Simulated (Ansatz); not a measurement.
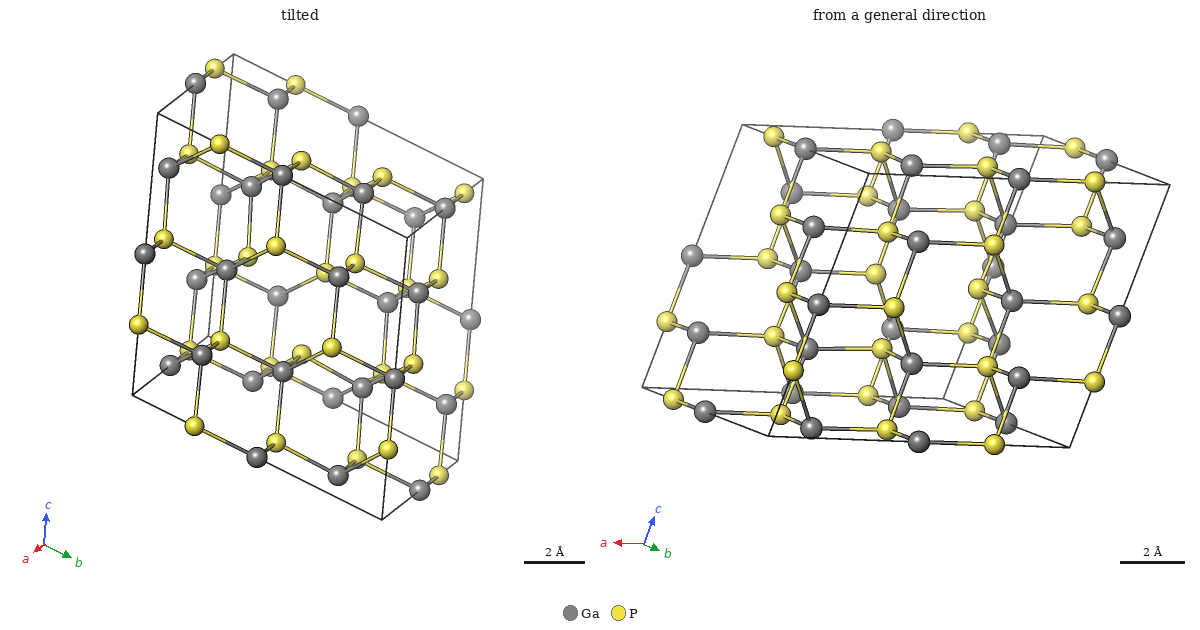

A ball-and-stick rendering, viewed slightly off an axis and from a general direction. The supercell is outlined; an atom on or near a face, edge or corner is repeated at each equivalent position. The host is GaP, in a cell of 32 sites, and the cell carries a charge of -1.

Name the defect and give its surroundings.

Answer. A gallium vacancy. Around the empty site lie four P at about 2.3 Å.

Method used: DFT PBE, scalar-relativistic, plane waves, PAW in Ansatz. It ran with 420 eV cutoff, k-point mesh 2×2×2, Gaussian smearing of 0.02 eV, collinear spins.

Is there a net spin in the supercell?

Answer. Yes, 2.0 μB in the cell.

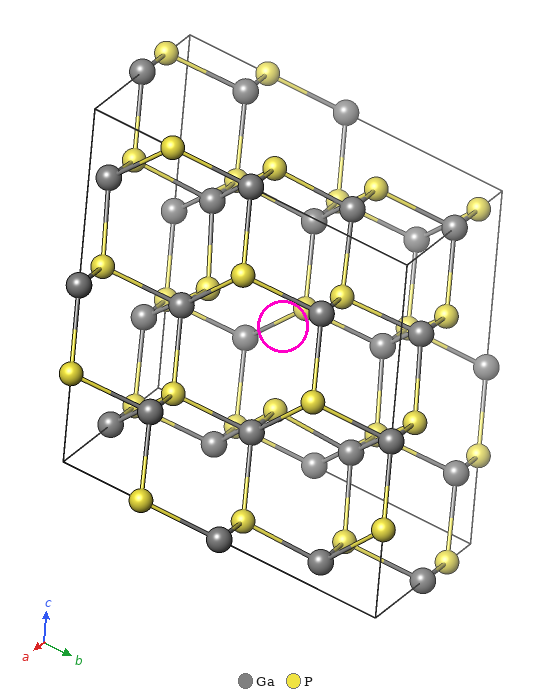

The same cell with a ring at the defect's site.

The atoms were relaxed in the host's cell with DFT PBE, scalar-relativistic, plane waves, PAW in Ansatz.
